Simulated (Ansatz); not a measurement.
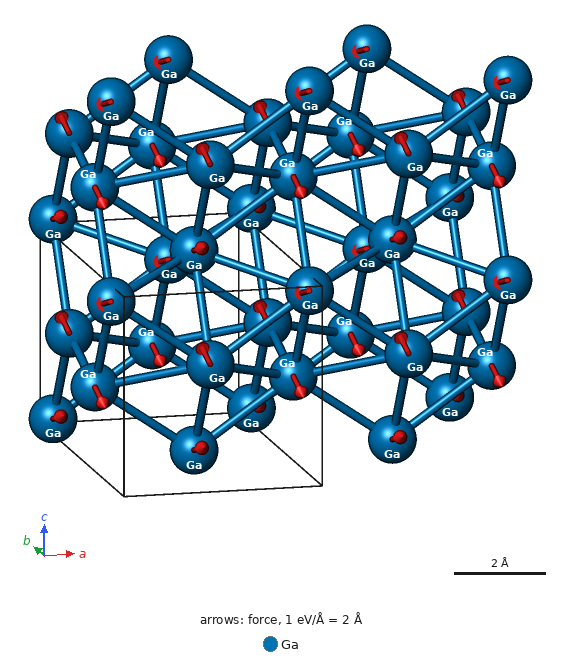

Starting geometry of a crystal of Ga (set up in Cmce) with the computed forces as red arrows. A ball-and-stick model of the conventional cell (2 times the calculation's cell), repeated 2 × 1 × 2 with one cell outlined, seen slightly off an axis. Lengths and directions refer to the drawn axes.

These are results of Ansatz, DFT, PAW plane waves, r2SCAN, not measurements.

Input file:
```yaml
crystal:
  lattice:
    - [-2.25055519, 0.0, 3.81427368]
    - [0.0, -4.50709762, 0.0]
    - [2.25055519, 0.0, 3.81427368]
  atoms:
    - { symbol: Ga, position: [0.1525, 0.9215, 0.1525] }
    - { symbol: Ga, position: [0.6525, 0.5785, 0.6525] }
    - { symbol: Ga, position: [0.8475, 0.0785, 0.8475] }
    - { symbol: Ga, position: [0.3475, 0.4215, 0.3475] }
  symmetry: { tolerance: 0.0003 }
kpoints:
  mp_grid: { grid: [5, 4, 5], shift: [0, 0, 0] }
magnetization:
  spin_polarized: false
scf:
  occupations: { method: tetrahedron }
hamiltonian:
  pseudopotentials: { kind: paw }
  xc: r2scan
basis:
  ecutwfc: 500
  ecutrho_ratio: 8
output:
  forces: true
  stress: true
  eigenvalues: true
relax:
  max_steps: 40
  cell: {}
```

Launched with:
```bash
ansatz run input.yaml --threads 1 --pin off --max-ram 2560MiB --backend cpu --events-out ev --progress --plain --runs-dir out
```

> Is this structure relaxed? If not, where do the atoms go?

It isn't relaxed: the largest force vector, on Ga atoms, is 0.51 eV/Å. The atoms end up moving mostly along the starting forces (cosine between the two patterns 0.89). The largest moves relative to the cell, 0.031 Å, are those of Ga1, Ga2, Ga3 and Ga4. Ga1 goes along [0 −2 3]. The volume changes by −1.2 %, with a 4.501 → 4.417 Å (−1.9 %), b 7.629 → 7.632 Å (0.0 %), c 4.507 → 4.534 Å (+0.6 %). Some distances before and after: Ga1–Ga3 2.432 → 2.490 Å, Ga1–Ga2 2.730 → 2.677 Å, Ga1–Ga3 (another image) 2.789 → 2.744 Å, Ga1–Ga4 2.700 → 2.687 Å. The space group stays Cmce (No. 64). After 5 accepted moves (6 points after the start) the energy has fallen by 8.1 meV per atom. The largest force component goes from 0.49 to 0.00025 eV/Å. The pressure goes from −0.58 to −0.01 GPa. At 1 point the geometry stayed and the basis and grid were re-selected for the new cell (energy shift of 0.1 meV per atom at most each time).
